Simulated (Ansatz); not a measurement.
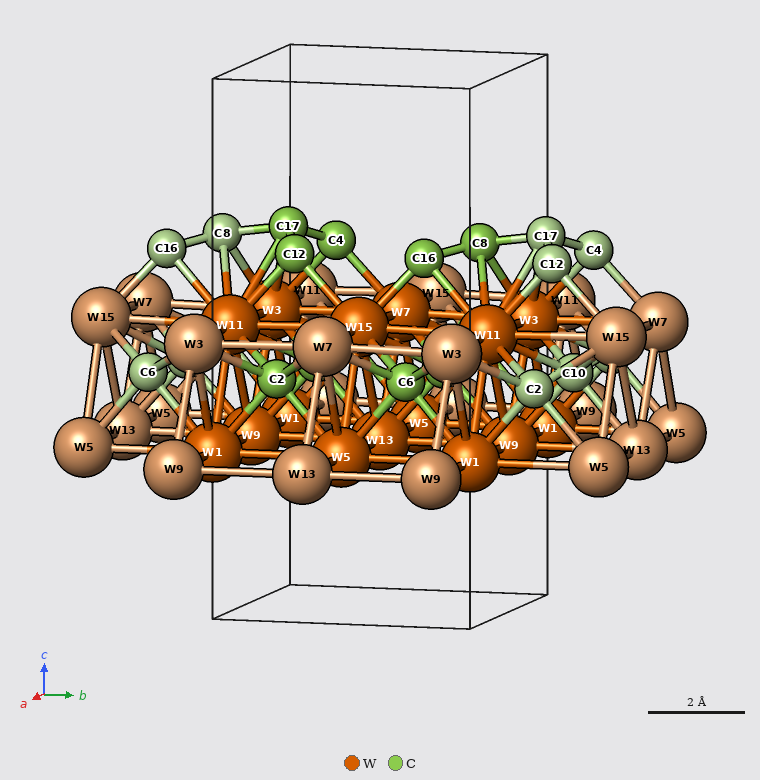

Figure 1. The input geometry (ball-and-stick view of the cell of the calculation, with the vacuum cut short, seen slightly off an axis; neighbours outside the cell are drawn fainter; atoms are numbered from 1 in the order of the input). An atom can appear more than once, as a periodic image.

# Run report: W₈C₉, molecular dynamics (part 1 of 5)

System: W₈C₉ (slab, 17 atoms in the cell).
Method: DFT PBE, scalar-relativistic, plane waves, PAW, PAW set soft_1, no spin polarisation (Ansatz 0.2.0).

The structure derives from an entry of the Crystallography Open Database. The input holds or restrains some coordinates. It belongs to a series of runs on one base structure; here: dynamics from the start. Figures and captions count atoms from 1; the log counts them from 0 in places.

Output:
```
Warning: md: disabling space-group detection — thermal motion breaks the input geometry's symmetry, so no spatial operation reduces the k-mesh or symmetrises the density; time reversal is kept, so that k and −k are solved as one point where they differ and the mesh holds both, and exact exchange and, on two spinor components, a DFT+U term hold to it where the run has them: on two components no moment then forms, and a state that bears one, which a typed moment (crystal.atoms[].spin; refused beside efield: under a hybrid functional) reaches, can lie lower, under hf by electronvolts; crystal.symmetry.detect: false (a key that needs symmetry detection or time reversal refuses this as the deck is read) with time_reversal: false beside it drops time reversal too
band count auto-derived: 93 (N_el = 148.0; filled up to band 74; 91 by the electrons, moments and atoms)
Engine: ansatz 0.2.0, aarch64-unknown-linux-gnu
Pseudopotentials: kind: paw
Pseudopotential: W, paw, valence charge 14, recommended cutoff 420 eV (normal), [file]
Pseudopotential: C, paw, valence charge 4, recommended cutoff 420 eV (normal), [file]
Functional definition: PBE
  parameter kappa = 0.804
  parameter beta = 0.06672455060314922
  exchange = pbe_x(kappa = kappa, mu = beta*pi^2/3)
  correlation = pbe_c(beta = beta)
Crystal: 17 atoms, lattice volume = 490.609 Å³
Basis set: ecut = 420 eV, 9623 PW (Γ), exchange–correlation on 80×80×216 points (8 copies of the dense FFT grid, shifted against one another)
Bands: 93, of which v1, the nominal top of the filled ones, is band 74 counted from 1 (73 counted from 0)
Symmetry: 1 space group operations
k-points: 5 of 9 (time reversal used)
Non-local potential: W, projectors of the file, l = 0: 3, l = 1: 2, l = 2: 2, l = 3: 1
Non-local potential: C, projectors of the file, l = 0: 2, l = 1: 2, l = 2: 1
PAW form: soft (Blöchl's): semilocal exchange-correlation on the pseudo side does not see the compensation charge
PAW one-centre angular grid: W, 590 points (default); XC on 64 Gauss nodes
PAW one-centre angular grid: C, 110 points (default); XC on 64 Gauss nodes
Initial density: superposition of atomic densities (neutral atoms: chi_scale 0, normalization atom)
Initial wavefunctions: pseudopotential atomic-orbital guess
Functional: x = pbe(κ = 0.804, μ = 0.2195149727645171), c = pbe(β = 0.06672455060314922)
SCF iter   1: F=—  HF=-85344.214078 eV  |F-HF|=—  |Δ(HF+E_count)|=         —  Δρ=8.98e-2  dr2=1.23e2  ethr=3.10e-3  ⟨swp⟩=8.2  Hψ=2355  notcnv=0
preconditioner: auto → LDOS  [metal: Δε(μ)=0.043 eV  Ē_g=8.468 eV  σ=0.150 eV  W_gap=0.07  n_scr=82 (ndim 8)  ℏωp=15.4 eV  f_vac=0.500  D(μ)=7.15/eV (n_scr^D=38)  β→1.0]
SCF iter   2: F=—  HF=-85343.651952 eV  |F-HF|=—  |Δ(HF+E_count)|=   5.62e-1  Δρ=9.25e-2  dr2=1.15e2  ethr=3.10e-3  ⟨swp⟩=7.2  Hψ=1536  notcnv=0
SCF iter   3: F=—  HF=-85327.485767 eV  |F-HF|=—  |Δ(HF+E_count)|=    1.62e1  Δρ=1.02e-2  dr2=4.60e-1  ethr=3.10e-3  ⟨swp⟩=6.6  Hψ=1319  notcnv=0
SCF iter   4: F=—  HF=-85327.457489 eV  |F-HF|=—  |Δ(HF+E_count)|=   2.83e-2  Δρ=2.94e-3  dr2=4.18e-2  ethr=3.11e-4  ⟨swp⟩=2.0  Hψ=863  notcnv=0
SCF iter   5: F=—  HF=-85327.459524 eV  |F-HF|=—  |Δ(HF+E_count)|=   2.03e-3  Δρ=1.06e-3  dr2=5.68e-3  ethr=2.83e-5  ⟨swp⟩=3.2  Hψ=1050  notcnv=0
SCF iter   6: F=—  HF=-85327.460202 eV  |F-HF|=—  |Δ(HF+E_count)|=   6.78e-4  Δρ=3.93e-4  dr2=7.62e-4  ethr=3.84e-6  ⟨swp⟩=2.2  Hψ=723  notcnv=0
SCF iter   7: F=—  HF=-85327.460501 eV  |F-HF|=—  |Δ(HF+E_count)|=   2.99e-4  Δρ=1.11e-4  dr2=7.94e-5  ethr=5.15e-7  ⟨swp⟩=2.0  Hψ=739  notcnv=0
SCF iter   8: F=—  HF=-85327.460594 eV  |F-HF|=—  |Δ(HF+E_count)|=   9.35e-5  Δρ=3.39e-5  dr2=1.02e-5  ethr=5.36e-8  ⟨swp⟩=3.4  Hψ=1076  notcnv=0
SCF iter   9: F=—  HF=-85327.460590 eV  |F-HF|=—  |Δ(HF+E_count)|=   3.98e-6  Δρ=9.48e-6  dr2=1.14e-6  ethr=6.92e-9  ⟨swp⟩=2.2  Hψ=768  notcnv=0
SCF iter  10: F=—  HF=-85327.460590 eV  |F-HF|=—  |Δ(HF+E_count)|=   3.25e-7  Δρ=3.02e-6  dr2=9.00e-8  ethr=7.67e-10  ⟨swp⟩=2.0  Hψ=615  notcnv=0
SCF iter  11: F=-85327.460590 eV  HF=-85327.460590 eV  |F-HF|=2.43e-9  |Δ(HF+E_count)|=   2.89e-8  Δρ=1.22e-6  dr2=1.65e-8  ethr=1.15e-11  ⟨swp⟩=6.0  Hψ=1959  notcnv=0
SCF 1 converged in 11 iterations: F = -85327.460590 eV  dr2 = 1.65e-8
  greatest PAW one-centre occupation: 0.999 electrons in one spin orbital (limit 2), on the W atom at site 14 (counted from 0), in its partial waves of l = 0
md step     0: t =     0.00 fs  T =   700.0 K  F+E_penalty+E_count = -85327.46059045 eV  E_kin = 1.176266 eV  (11 SCF iters)
Initial density: handed on by an earlier stage of this run
Initial wavefunctions: those handed on with the density
iter 1 solved again at ethr=9.49e-6 eV; its pass at ethr=3.10e-3 eV (dr2=1.40e-2 eV) is discarded
SCF iter   1: F=—  HF=-85327.454288 eV  |F-HF|=—  |Δ(HF+E_count)|=         —  Δρ=1.34e-3  dr2=1.57e-2  ethr=9.49e-6  ⟨swp⟩=2.2  Hψ=2280  notcnv=0
preconditioner: auto → LDOS  [metal: Δε(μ)=0.152 eV  Ē_g=7.164 eV  σ=0.150 eV  W_gap=0.24  n_scr=82 (ndim 8)  ℏωp=15.4 eV  f_vac=0.512  D(μ)=9.01/eV (n_scr^D=56)  β→1.0]
SCF iter   2: F=—  HF=-85327.452415 eV  |F-HF|=—  |Δ(HF+E_count)|=   1.87e-3  Δρ=7.71e-4  dr2=4.81e-3  ethr=9.49e-6  ⟨swp⟩=2.0  Hψ=687  notcnv=0
SCF iter   3: F=—  HF=-85327.451191 eV  |F-HF|=—  |Δ(HF+E_count)|=   1.22e-3  Δρ=1.28e-4  dr2=1.73e-4  ethr=3.25e-6  ⟨swp⟩=2.0  Hψ=689  notcnv=0
SCF iter   4: F=—  HF=-85327.451146 eV  |F-HF|=—  |Δ(HF+E_count)|=   4.47e-5  Δρ=2.80e-5  dr2=4.26e-6  ethr=1.17e-7  ⟨swp⟩=3.0  Hψ=984  notcnv=0
SCF iter   5: F=—  HF=-85327.451187 eV  |F-HF|=—  |Δ(HF+E_count)|=   4.12e-5  Δρ=8.48e-6  dr2=3.42e-7  ethr=2.88e-9  ⟨swp⟩=2.0  Hψ=818  notcnv=0
SCF iter   6: F=—  HF=-85327.451188 eV  |F-HF|=—  |Δ(HF+E_count)|=   2.66e-7  Δρ=2.68e-6  dr2=4.58e-8  ethr=2.31e-10  ⟨swp⟩=3.4  Hψ=1019  notcnv=0
SCF iter   7: F=-85327.451188 eV  HF=-85327.451188 eV  |F-HF|=2.85e-9  |Δ(HF+E_count)|=   1.94e-8  Δρ=8.17e-7  dr2=6.26e-9  ethr=1.15e-11  ⟨swp⟩=5.2  Hψ=1702  notcnv=0
SCF 2 converged in 7 iterations: F = -85327.451188 eV  dr2 = 6.26e-9
md step     1: t =     1.00 fs  T =   659.3 K  F+E_penalty+E_count = -85327.45118755 eV  E_kin = 1.107829 eV  (7 SCF iters)
[... from here on the SCF iterations and repeated set-up lines of each step are left out, up to the last step ...]
md step     2: t =     2.00 fs  T =   644.4 K  F+E_penalty+E_count = -85327.42270524 eV  E_kin = 1.082840 eV  (7 SCF iters)
md step     3: t =     3.00 fs  T =   626.0 K  F+E_penalty+E_count = -85327.37682683 eV  E_kin = 1.052002 eV  (7 SCF iters)
md step     4: t =     4.00 fs  T =   579.9 K  F+E_penalty+E_count = -85327.31833914 eV  E_kin = 0.974459 eV  (7 SCF iters)
md step     5: t =     5.00 fs  T =   500.5 K  F+E_penalty+E_count = -85327.25483355 eV  E_kin = 0.840993 eV  (5 SCF iters)
md step     6: t =     6.00 fs  T =   444.7 K  F+E_penalty+E_count = -85327.19191786 eV  E_kin = 0.747288 eV  (5 SCF iters)
md step     7: t =     7.00 fs  T =   440.9 K  F+E_penalty+E_count = -85327.12517191 eV  E_kin = 0.740859 eV  (5 SCF iters)
md step     8: t =     8.00 fs  T =   399.4 K  F+E_penalty+E_count = -85327.05408266 eV  E_kin = 0.671103 eV  (5 SCF iters)
md step     9: t =     9.00 fs  T =   355.8 K  F+E_penalty+E_count = -85326.98530481 eV  E_kin = 0.597892 eV  (5 SCF iters)
md step    10: t =    10.00 fs  T =   381.5 K  F+E_penalty+E_count = -85326.91850962 eV  E_kin = 0.641055 eV  (7 SCF iters)
md step    11: t =    11.00 fs  T =   389.9 K  F+E_penalty+E_count = -85326.85544994 eV  E_kin = 0.655121 eV  (5 SCF iters)
md step    12: t =    12.00 fs  T =   326.8 K  F+E_penalty+E_count = -85326.80092958 eV  E_kin = 0.549222 eV  (5 SCF iters)
md step    13: t =    13.00 fs  T =   305.7 K  F+E_penalty+E_count = -85326.75708115 eV  E_kin = 0.513623 eV  (5 SCF iters)
md step    14: t =    14.00 fs  T =   294.3 K  F+E_penalty+E_count = -85326.72950909 eV  E_kin = 0.494587 eV  (5 SCF iters)
md step    15: t =    15.00 fs  T =   291.2 K  F+E_penalty+E_count = -85326.72235598 eV  E_kin = 0.489361 eV  (5 SCF iters)
md step    16: t =    16.00 fs  T =   298.9 K  F+E_penalty+E_count = -85326.73270598 eV  E_kin = 0.502326 eV  (5 SCF iters)
md step    17: t =    17.00 fs  T =   344.8 K  F+E_penalty+E_count = -85326.75540022 eV  E_kin = 0.579451 eV  (5 SCF iters)
md step    18: t =    18.00 fs  T =   398.8 K  F+E_penalty+E_count = -85326.78674791 eV  E_kin = 0.670113 eV  (5 SCF iters)
md step    19: t =    19.00 fs  T =   435.2 K  F+E_penalty+E_count = -85326.82150410 eV  E_kin = 0.731263 eV  (5 SCF iters)
md step    20: t =    20.00 fs  T =   450.2 K  F+E_penalty+E_count = -85326.85569579 eV  E_kin = 0.756504 eV  (7 SCF iters)
md step    21: t =    21.00 fs  T =   454.7 K  F+E_penalty+E_count = -85326.88361533 eV  E_kin = 0.764069 eV  (5 SCF iters)
md step    22: t =    22.00 fs  T =   476.7 K  F+E_penalty+E_count = -85326.90253887 eV  E_kin = 0.801044 eV  (5 SCF iters)
md step    23: t =    23.00 fs  T =   480.8 K  F+E_penalty+E_count = -85326.91028513 eV  E_kin = 0.807848 eV  (5 SCF iters)
md step    24: t =    24.00 fs  T =   488.7 K  F+E_penalty+E_count = -85326.90591720 eV  E_kin = 0.821217 eV  (5 SCF iters)
md step    25: t =    25.00 fs  T =   499.4 K  F+E_penalty+E_count = -85326.88989324 eV  E_kin = 0.839139 eV  (5 SCF iters)
md step    26: t =    26.00 fs  T =   489.6 K  F+E_penalty+E_count = -85326.86115018 eV  E_kin = 0.822781 eV  (5 SCF iters)
md step    27: t =    27.00 fs  T =   498.6 K  F+E_penalty+E_count = -85326.82354605 eV  E_kin = 0.837902 eV  (5 SCF iters)
md step    28: t =    28.00 fs  T =   484.5 K  F+E_penalty+E_count = -85326.77931594 eV  E_kin = 0.814190 eV  (5 SCF iters)
md step    29: t =    29.00 fs  T =   532.7 K  F+E_penalty+E_count = -85326.73187327 eV  E_kin = 0.895171 eV  (5 SCF iters)
md step    30: t =    30.00 fs  T =   493.2 K  F+E_penalty+E_count = -85326.68559773 eV  E_kin = 0.828814 eV  (7 SCF iters)
md step    31: t =    31.00 fs  T =   470.3 K  F+E_penalty+E_count = -85326.64597923 eV  E_kin = 0.790219 eV  (5 SCF iters)
md step    32: t =    32.00 fs  T =   433.8 K  F+E_penalty+E_count = -85326.61592939 eV  E_kin = 0.728991 eV  (5 SCF iters)
md step    33: t =    33.00 fs  T =   432.2 K  F+E_penalty+E_count = -85326.59729789 eV  E_kin = 0.726198 eV  (5 SCF iters)
md step    34: t =    34.00 fs  T =   448.2 K  F+E_penalty+E_count = -85326.58914649 eV  E_kin = 0.753133 eV  (5 SCF iters)
md step    35: t =    35.00 fs  T =   448.4 K  F+E_penalty+E_count = -85326.58873240 eV  E_kin = 0.753446 eV  (5 SCF iters)
md step    36: t =    36.00 fs  T =   447.5 K  F+E_penalty+E_count = -85326.59169439 eV  E_kin = 0.752044 eV  (5 SCF iters)
md step    37: t =    37.00 fs  T =   475.2 K  F+E_penalty+E_count = -85326.59313491 eV  E_kin = 0.798575 eV  (5 SCF iters)
md step    38: t =    38.00 fs  T =   493.7 K  F+E_penalty+E_count = -85326.58964517 eV  E_kin = 0.829545 eV  (5 SCF iters)
md step    39: t =    39.00 fs  T =   502.4 K  F+E_penalty+E_count = -85326.57989481 eV  E_kin = 0.844218 eV  (5 SCF iters)
md step    40: t =    40.00 fs  T =   489.3 K  F+E_penalty+E_count = -85326.56533727 eV  E_kin = 0.822214 eV  (7 SCF iters)
md step    41: t =    41.00 fs  T =   429.8 K  F+E_penalty+E_count = -85326.54632953 eV  E_kin = 0.722265 eV  (5 SCF iters)
md step    42: t =    42.00 fs  T =   392.8 K  F+E_penalty+E_count = -85326.52820313 eV  E_kin = 0.660036 eV  (5 SCF iters)
md step    43: t =    43.00 fs  T =   396.5 K  F+E_penalty+E_count = -85326.51997472 eV  E_kin = 0.666283 eV  (5 SCF iters)
md step    44: t =    44.00 fs  T =   385.4 K  F+E_penalty+E_count = -85326.51984238 eV  E_kin = 0.647592 eV  (5 SCF iters)
md step    45: t =    45.00 fs  T =   376.9 K  F+E_penalty+E_count = -85326.52563269 eV  E_kin = 0.633309 eV  (5 SCF iters)
md step    46: t =    46.00 fs  T =   417.0 K  F+E_penalty+E_count = -85326.54359862 eV  E_kin = 0.700798 eV  (5 SCF iters)
md step    47: t =    47.00 fs  T =   465.0 K  F+E_penalty+E_count = -85326.57349056 eV  E_kin = 0.781324 eV  (5 SCF iters)
md step    48: t =    48.00 fs  T =   522.6 K  F+E_penalty+E_count = -85326.61293421 eV  E_kin = 0.878121 eV  (5 SCF iters)
md step    49: t =    49.00 fs  T =   507.8 K  F+E_penalty+E_count = -85326.65851813 eV  E_kin = 0.853296 eV  (5 SCF iters)
md step    50: t =    50.00 fs  T =   554.2 K  F+E_penalty+E_count = -85326.70245409 eV  E_kin = 0.931261 eV  (7 SCF iters)
md step    51: t =    51.00 fs  T =   567.5 K  F+E_penalty+E_count = -85326.73894531 eV  E_kin = 0.953684 eV  (5 SCF iters)
md step    52: t =    52.00 fs  T =   598.7 K  F+E_penalty+E_count = -85326.76742867 eV  E_kin = 1.006012 eV  (5 SCF iters)
md step    53: t =    53.00 fs  T =   632.4 K  F+E_penalty+E_count = -85326.78543051 eV  E_kin = 1.062659 eV  (5 SCF iters)
md step    54: t =    54.00 fs  T =   688.5 K  F+E_penalty+E_count = -85326.79448872 eV  E_kin = 1.156922 eV  (5 SCF iters)
md step    55: t =    55.00 fs  T =   674.4 K  F+E_penalty+E_count = -85326.79414363 eV  E_kin = 1.133300 eV  (5 SCF iters)
md step    56: t =    56.00 fs  T =   678.5 K  F+E_penalty+E_count = -85326.78265384 eV  E_kin = 1.140143 eV  (5 SCF iters)
md step    57: t =    57.00 fs  T =   664.7 K  F+E_penalty+E_count = -85326.76523641 eV  E_kin = 1.116960 eV  (5 SCF iters)
md step    58: t =    58.00 fs  T =   679.1 K  F+E_penalty+E_count = -85326.74337239 eV  E_kin = 1.141107 eV  (5 SCF iters)
md step    59: t =    59.00 fs  T =   658.6 K  F+E_penalty+E_count = -85326.71571303 eV  E_kin = 1.106752 eV  (5 SCF iters)
md step    60: t =    60.00 fs  T =   675.0 K  F+E_penalty+E_count = -85326.68064943 eV  E_kin = 1.134238 eV  (7 SCF iters)
md step    61: t =    61.00 fs  T =   665.6 K  F+E_penalty+E_count = -85326.64192336 eV  E_kin = 1.118444 eV  (5 SCF iters)
md step    62: t =    62.00 fs  T =   590.4 K  F+E_penalty+E_count = -85326.59891934 eV  E_kin = 0.992045 eV  (5 SCF iters)
md step    63: t =    63.00 fs  T =   580.2 K  F+E_penalty+E_count = -85326.54952567 eV  E_kin = 0.974905 eV  (5 SCF iters)
md step    64: t =    64.00 fs  T =   553.3 K  F+E_penalty+E_count = -85326.50140138 eV  E_kin = 0.929712 eV  (5 SCF iters)
md step    65: t =    65.00 fs  T =   528.9 K  F+E_penalty+E_count = -85326.45933381 eV  E_kin = 0.888832 eV  (5 SCF iters)
md step    66: t =    66.00 fs  T =   548.8 K  F+E_penalty+E_count = -85326.42518407 eV  E_kin = 0.922233 eV  (5 SCF iters)
md step    67: t =    67.00 fs  T =   509.7 K  F+E_penalty+E_count = -85326.39732538 eV  E_kin = 0.856566 eV  (5 SCF iters)
md step    68: t =    68.00 fs  T =   437.3 K  F+E_penalty+E_count = -85326.37157542 eV  E_kin = 0.734783 eV  (5 SCF iters)
md step    69: t =    69.00 fs  T =   444.1 K  F+E_penalty+E_count = -85326.34910293 eV  E_kin = 0.746256 eV  (5 SCF iters)
md step    70: t =    70.00 fs  T =   438.4 K  F+E_penalty+E_count = -85326.32903654 eV  E_kin = 0.736749 eV  (7 SCF iters)
md step    71: t =    71.00 fs  T =   431.7 K  F+E_penalty+E_count = -85326.31022338 eV  E_kin = 0.725401 eV  (5 SCF iters)
md step    72: t =    72.00 fs  T =   448.0 K  F+E_penalty+E_count = -85326.29676288 eV  E_kin = 0.752825 eV  (5 SCF iters)
md step    73: t =    73.00 fs  T =   485.1 K  F+E_penalty+E_count = -85326.28388409 eV  E_kin = 0.815192 eV  (5 SCF iters)
md step    74: t =    74.00 fs  T =   524.5 K  F+E_penalty+E_count = -85326.26813623 eV  E_kin = 0.881371 eV  (5 SCF iters)
md step    75: t =    75.00 fs  T =   472.1 K  F+E_penalty+E_count = -85326.25982879 eV  E_kin = 0.793296 eV  (5 SCF iters)
md step    76: t =    76.00 fs  T =   443.1 K  F+E_penalty+E_count = -85326.26458003 eV  E_kin = 0.744496 eV  (5 SCF iters)
md step    77: t =    77.00 fs  T =   392.0 K  F+E_penalty+E_count = -85326.27837627 eV  E_kin = 0.658731 eV  (5 SCF iters)
md step    78: t =    78.00 fs  T =   392.8 K  F+E_penalty+E_count = -85326.30453738 eV  E_kin = 0.659977 eV  (5 SCF iters)
md step    79: t =    79.00 fs  T =   434.0 K  F+E_penalty+E_count = -85326.34422717 eV  E_kin = 0.729207 eV  (5 SCF iters)
md step    80: t =    80.00 fs  T =   464.3 K  F+E_penalty+E_count = -85326.39023964 eV  E_kin = 0.780246 eV  (7 SCF iters)
md step    81: t =    81.00 fs  T =   483.7 K  F+E_penalty+E_count = -85326.43956866 eV  E_kin = 0.812730 eV  (5 SCF iters)
md step    82: t =    82.00 fs  T =   529.8 K  F+E_penalty+E_count = -85326.49251370 eV  E_kin = 0.890227 eV  (5 SCF iters)
md step    83: t =    83.00 fs  T =   583.3 K  F+E_penalty+E_count = -85326.55130686 eV  E_kin = 0.980116 eV  (5 SCF iters)
md step    84: t =    84.00 fs  T =   637.8 K  F+E_penalty+E_count = -85326.61229043 eV  E_kin = 1.071791 eV  (5 SCF iters)
md step    85: t =    85.00 fs  T =   643.3 K  F+E_penalty+E_count = -85326.66445631 eV  E_kin = 1.080992 eV  (5 SCF iters)
md step    86: t =    86.00 fs  T =   721.3 K  F+E_penalty+E_count = -85326.70397369 eV  E_kin = 1.212049 eV  (5 SCF iters)
md step    87: t =    87.00 fs  T =   789.3 K  F+E_penalty+E_count = -85326.73001727 eV  E_kin = 1.326289 eV  (5 SCF iters)
md step    88: t =    88.00 fs  T =   796.7 K  F+E_penalty+E_count = -85326.73861473 eV  E_kin = 1.338723 eV  (5 SCF iters)
md step    89: t =    89.00 fs  T =   782.3 K  F+E_penalty+E_count = -85326.72854794 eV  E_kin = 1.314580 eV  (5 SCF iters)
```
